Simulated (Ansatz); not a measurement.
**Si: single-point calculation**

The run: single-point calculation of Si (P-3m1, 2 atoms in the cell). Method and program: DFT LDA, scalar-relativistic, plane waves, PAW, no spin polarisation (Ansatz 0.2.0).

The structure derives from a Materials Project entry. It belongs to a series of runs on one base structure; here: mode 6 (265.9 1/cm) frozen in, largest displacement +0.075 A. Figures and captions count atoms from 1; the log counts them from 0 in places.

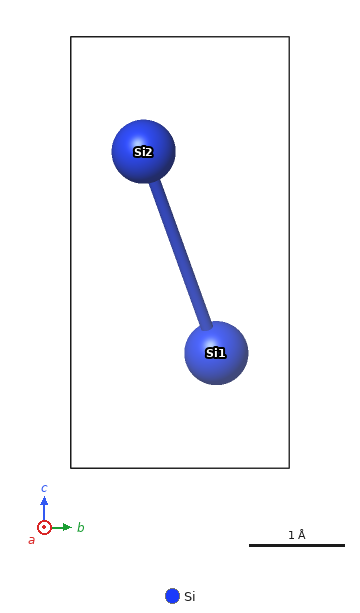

The input geometry (ball-and-stick view of the cell of the calculation, along the a axis; atoms are numbered from 1 in the order of the input). An atom can appear more than once, as a periodic image. Near neighbours in the periodic cell (some may lie outside the picture): Si has 12 Si at 2.62 to 2.86 Å.

### Summary

```json
{"quantity": "outcome", "value": "converged"}
{"quantity": "space group (tolerance 0.01 Å)", "value": "P-3m1 (164)"}
{"quantity": "electrons treated", "value": "8"}
{"quantity": "free energy", "value": "−1216.4265 eV"}
{"quantity": "Fermi energy", "value": "11.141 eV"}
{"quantity": "gap on the k-point mesh", "value": "none (metallic)"}
{"quantity": "pressure", "value": "1.25 GPa"}
{"quantity": "largest force (length of the vector)", "value": "0.558 eV/Å"}
{"quantity": "hardware", "value": "2 threads of Intel Xeon @ 2.50GHz (Skylake/Cascade Lake), 32 GiB of memory available, shared host"}
{"quantity": "wall time", "value": "6.6 s (CPU time 13 s)"}
{"quantity": "peak memory", "value": "0.5 GiB"}
```

### The input
```yaml
crystal:
  lattice:
    - [2.6510666862, 0.0, 0.0]
    - [-1.3255333431, 2.2958910974, 0.0]
    - [0.0, 0.0, 4.5417424135]
  atoms:
    - { symbol: Si, position: [0.3333333333, 0.6666666667, 0.2665134861] }
    - { symbol: Si, position: [0.6666666667, 0.3333333333, 0.7334865139] }
basis:
  ecutwfc: 420
kpoints:
  mp_grid: { grid: [24, 24, 14] }
hamiltonian:
  xc: lda
scf:
  occupations: { method: gaussian, width: 0.15 }
output:
  forces: true
  stress: true
  eigenvalues: true
  write_density: true
  write_potential: true
  elf: true
  volumetric_format: npy
```

Launched with:
```bash
ansatz run input.yaml --threads 2 --pin off --max-ram 5120MiB --backend cpu --events-out ev --progress --plain --runs-dir out
```

### Log
```
Engine: ansatz 0.2.0, x86_64-unknown-linux-gnu
Pseudopotentials: kind: paw
Pseudopotential: Si, paw, valence charge 4, recommended cutoff 420 eV (normal), Si.paw.azcp
Functional definition: SPW92
  exchange = slater_x
  correlation = pw_c
Crystal: 2 atoms, lattice volume = 27.644 Å³
Basis set: ecut = 420 eV, 549 PW (Γ)
Bands: 8, of which v1, the nominal top of the filled ones, is band 4 counted from 1 (3 counted from 0)
Symmetry: 12 space group operations
Space group: P-3m1 (ITA 164), of the structure as read, at distance tolerance 3.0e-5 Å
k-points: 776 of 8064
Non-local potential: Si, projectors of the file, l = 0: 2, l = 1: 2, l = 2: 2
PAW form: soft (Blöchl's): semilocal exchange-correlation on the pseudo side does not see the compensation charge
PAW frozen core: Si, regenerated for the run's functional, and the local potential with it (the file was generated under x = pbe(κ = 0.804, μ = 0.2195149727645171), c = pbe(β = 0.06672455060314922))
PAW one-centre angular grid: Si, 110 points (default); XC on 64 Gauss nodes
Initial density: superposition of atomic densities (neutral atoms: chi_scale 0, normalization atom), corrected by the library's trained network
Initial wavefunctions: pseudopotential atomic-orbital guess
Functional: x = slater, c = lda
SCF iter   1: F=—  HF=-1216.427902 eV  |F-HF|=—  |Δ(HF+E_count)|=         —  Δρ=4.47e-3  dr2=3.89e-3  ethr=1.77e-3  ⟨swp⟩=5.0  Hψ=46731  notcnv=0
preconditioner: auto → none  [metal: Δε(μ)=0.004 eV  Ē_g=10.322 eV  σ=0.150 eV  W_gap=0.02  n_scr=2 (ndim 8)  ℏωp=20.0 eV  f_vac=0.000  D(μ)=0.81/eV (n_scr^D=2)  sad-step TF]
SCF iter   2: F=—  HF=-1216.427016 eV  |F-HF|=—  |Δ(HF+E_count)|=   8.87e-4  Δρ=2.66e-3  dr2=1.46e-3  ethr=4.86e-5  ⟨swp⟩=1.0  Hψ=12420  notcnv=0
SCF iter   3: F=—  HF=-1216.426554 eV  |F-HF|=—  |Δ(HF+E_count)|=   4.62e-4  Δρ=1.92e-4  dr2=2.86e-5  ethr=1.83e-5  ⟨swp⟩=2.1  Hψ=9078  notcnv=0
SCF iter   4: F=—  HF=-1216.426553 eV  |F-HF|=—  |Δ(HF+E_count)|=   4.45e-7  Δρ=1.55e-4  dr2=2.80e-5  ethr=3.57e-7  ⟨swp⟩=2.0  Hψ=7931  notcnv=0
iter 5 did not close the SCF: its close was put off for the readings that it lacked (scf_convergence_deferred on its scf_iter line)
SCF iter   5: F=-1216.426546 eV  HF=-1216.426546 eV  |F-HF|=2.39e-8  |Δ(HF+E_count)|=   7.64e-6  Δρ=9.63e-6  dr2=5.11e-8  ethr=3.51e-7  ⟨swp⟩=1.9  Hψ=7545  notcnv=0
SCF iter   6: F=-1216.426546 eV  HF=-1216.426546 eV  |F-HF|=2.87e-10  |Δ(HF+E_count)|=   2.22e-8  Δρ=2.76e-6  dr2=1.78e-9  ethr=6.39e-10  ⟨swp⟩=6.5  Hψ=34761  notcnv=0
the search or the solves at the SCF's close seem to have found levels that the self-consistency loop had missed (the run counts 2). By its estimate they hold under 1e-12 electrons; where the run keeps them, the occupations were computed again with them
SCF 1 converged in 6 iterations: F = -1216.426546 eV  dr2 = 1.78e-9
  greatest PAW one-centre occupation: 0.680 electrons in one spin orbital (limit 2), on the Si atom at site 1 (counted from 0), in its partial waves of l = 0
SCF converged after 6 iterations
Free energy (F): -1216.426546 eV
Harris-Foulkes:  -1216.426546 eV  (|F-HF|=2.87e-10)
Internal energy: -1216.417396 eV  (E = F + TS)
E sigma→0 (E₀):  -1216.421971 eV
Entropy (-TS):   -0.009149 eV (-4.575 meV/atom)
Fermi energy:    11.141495 eV
--- Per-component energies (eV) ---
  E_band       = 42.116529
  E_kinetic    = 84.761334
  E_local      = 3.695627  (includes V_loc(G=0)·N_el)
  E_nonlocal   = 53.056597
  E_hartree    = 1.605194
  E_xc         = -112.474963
  E_vxc        = -97.902124  (∫ρ·V_xc dr)
  E_paw        = -971.138442  (= ΣΔE_a)
  E_vpaw       = -4.705365  (= ΣTr[D̂ρ^β])
  E_aug_tail   = 0.000012  (compensation charges beyond the density's cutoff)
  E_ewald      = -276.091416
  E_core_change = 0.168661  (= ΣΔE_core)
  E_smearing   = -0.009149  (= −TS)
  E_closure    = -0.000000  (closes the sum)
  Σ components = -1216.426546   (vs F -1216.426546, Δ=0.00e0)
--- Forces (eV/Å), atoms counted from 1 ---
  atom   1  Si    -0.00000000    -0.00000000    -0.55797966
  atom   2  Si     0.00000000     0.00000000     0.55797966
  max |Σ_I F_I| component: 1.11e-16 eV/Å
--- Stress (GPa, compression-positive) ---
        0.854118      -0.000000      -0.000000
        0.000000       0.854118      -0.000000
       -0.000000       0.000000       2.048527
  P = ⅓ Tr σ = 1.2523 GPa (12.523 kbar)
--- Band table (eV; the first three rows and the last of 776) ---
  k-point 0: bands = ["-3.7721", "2.7355", "3.8200", "20.2369", "20.2369", "21.5279", "21.5279", "21.5515"]
  k-point 1: bands = ["-3.7383", "2.2060", "4.4153", "20.2629", "20.2629", "20.3507", "21.5539", "21.5539"]
  k-point 2: bands = ["-3.6374", "1.4118", "5.4072", "18.8887", "20.3401", "20.3401", "21.6301", "21.6301"]
  k-point 775: bands = ["6.0441", "6.0441", "6.8904", "7.3974", "7.3974", "7.9469", "18.1286", "18.1286"]
```

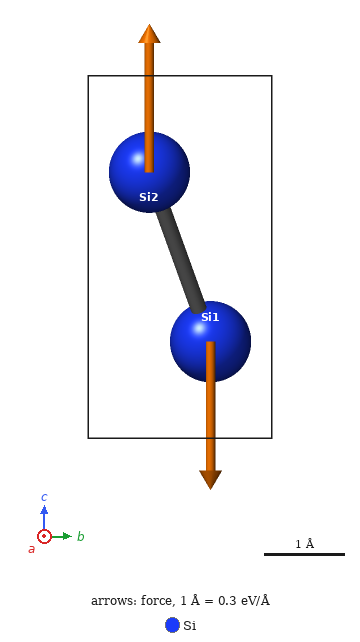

Forces on the atoms as orange arrows (ball-and-stick view of the cell of the calculation, along the a axis; atoms are numbered from 1 in the order of the input). The largest act on Si1, Si2 (0.56 eV/Å). The geometry is not a stationary point of this energy.

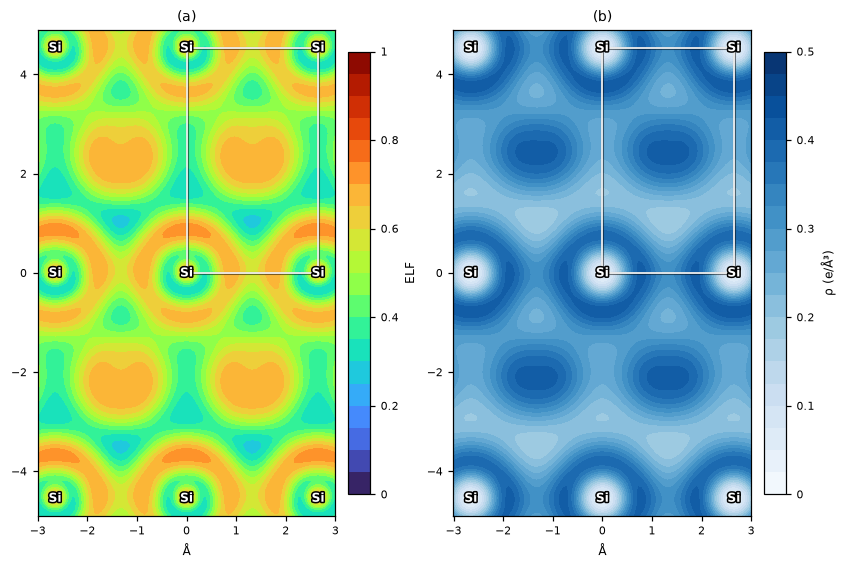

(a) electron localisation function; (b) valence electron density on the (100) plane of the conventional cell. The section cuts through Si sites. Away from the nuclei the density in this plane falls to 0.18 e/Å³ at its lowest. In a PAW calculation such maps are meaningful between the atoms, not at the nuclei.

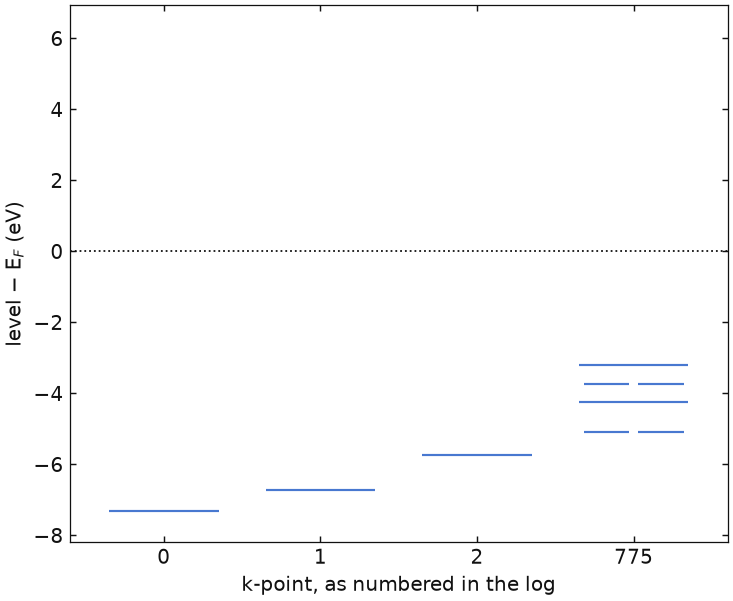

Kohn–Sham levels near the Fermi level (dotted) at the few k-points that the log prints; levels within 0.02 eV of each other stand side by side. The system is metallic on the full mesh.
